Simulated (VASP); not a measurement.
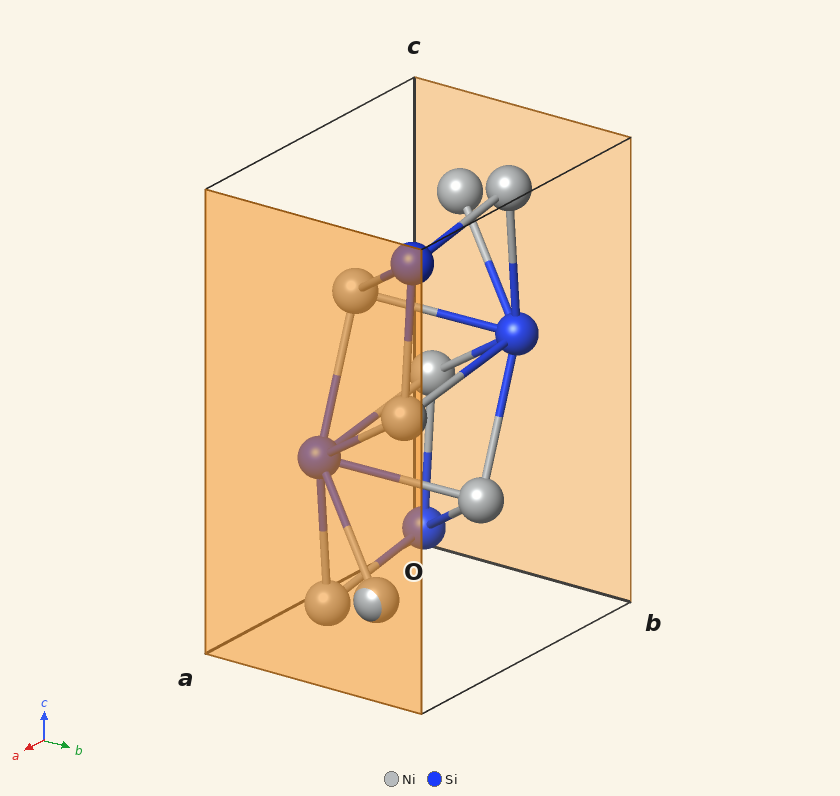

Crystal: SiNi₂, an entry of the Crystallography Open Database, as set up for an electronic-structure calculation. Every member of one family of equally spaced planes, hx + ky + lz = a whole number, that cuts the unit cell is shaded (one member passes through the origin O). All values are computed from the atomic coordinates in the standard setting (tolerance 0.002 Å).

a = 4.990 Å, b = 3.720 Å, c = 7.030 Å, α = 90.00°, β = 90.00°, γ = 90.00°.

Q: Which (hkl) family is drawn?

A: (1 0 0); the opposite sign names the same planes. The member next to the origin meets the axes a at 1, b never, c never.

Q: What is the spacing?

A: d = 4.990 Å.

Q: Which atoms of the cell lie in these planes (within 0.03 Å)?

A: No atom.

Q: The space group is No. 62, Pnma. How many reflections hkl are equivalent to this one (itself included), and does it occur?

A: 2 reflections are equivalent in the Laue class mmm. The reflection is systematically absent, by a glide plane.
